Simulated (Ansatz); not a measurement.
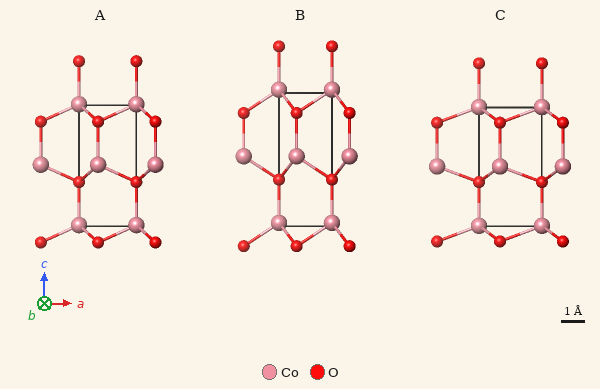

3 geometries from one relaxation of crystalline CoO (set up in P3m1), in shuffled order. Style: ball-and-stick. Shown: the cell of the calculation, along the b axis.

Case: no spin polarisation.

The calculation used DFT PBEsol, scalar-relativistic, plane waves, PAW in Ansatz. Set-up: plane-wave cutoff 420 eV; k-point mesh 18 × 18 × 8; occupations gaussian; smearing width 0.1 eV; no spin polarisation; cell and atoms relaxed; force threshold 0.01 eV/Å; at most 60 steps.

Q: Put them in the order of the run, from the start to the converged end.

A: C, A, B. They are steps 0, 3, 18, at +207 meV per atom, +35.9 meV per atom relative to the last. Over 14 accepted moves (18 points after the start) the energy falls by 207 meV per atom. Largest force component: 0.087 eV/Å at the start, 0.00012 eV/Å at the end. Pressure: −22.21 GPa at the start and 0.00 GPa at the end. The line search rejected the trial step at point 6 of the run. The SCF was repeated 3 times at an unchanged geometry on a basis and grid sized afresh for the cell, which shifted the energy by 4.9 meV per atom at most. The largest moves relative to the cell, 0.13 Å, are those of Co and O atoms. Largest moves by element: Co 0.13 Å, O 0.13 Å. The drawn cell changes as follows: a = b 3.198 → 2.691 Å (−15.9 %), c 5.229 → 5.866 Å (+12.2 %); the volume changes by −20.6 %. Among the contacts that change: Co–O 1.971 → 1.862 Å, Co–O 1.925 → 1.906 Å. Bond angles that change, for instance: Co–O–Co 108.5° → 92.5°, O–Co–O 108.4° → 92.5°, Co–O–Co 110.5° → 123.5°. The space group stays P6_3mc (No. 186).

Limits of the set-up: an element that often carries a moment was run without spin polarisation.
